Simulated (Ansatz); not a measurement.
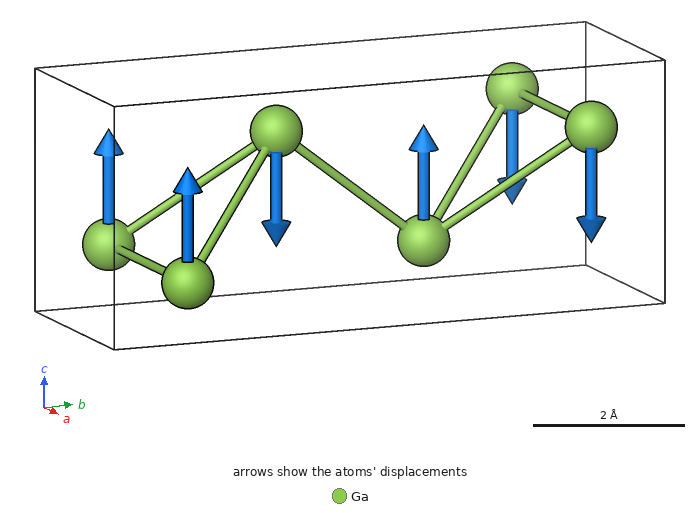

One vibrational mode of a crystal of Ga at the zone centre. The blue arrows give the relative displacements of the atoms. The picture is a ball-and-stick view of the conventional cell (2 times the calculation's cell), seen slightly off an axis. Lengths and directions refer to the drawn axes.

Computed with DFT PBEsol, scalar-relativistic, plane waves, PAW in Ansatz 0.2.0. Set-up: plane-wave cutoff 420 eV; k-point mesh 16 × 16 × 14; occupations fermi dirac; smearing width 0.15 eV; no spin polarisation.

The frequencies depend somewhat on the k-mesh and the smearing.

Give the symmetry, activity and frequency of this mode.

Answer. This is the B₃g mode at 121 cm⁻¹, optical level 2 of 3, counted from below, Raman-active by symmetry. All motion is along c; atoms of one kind move against one another, with no net shift of their sublattice.
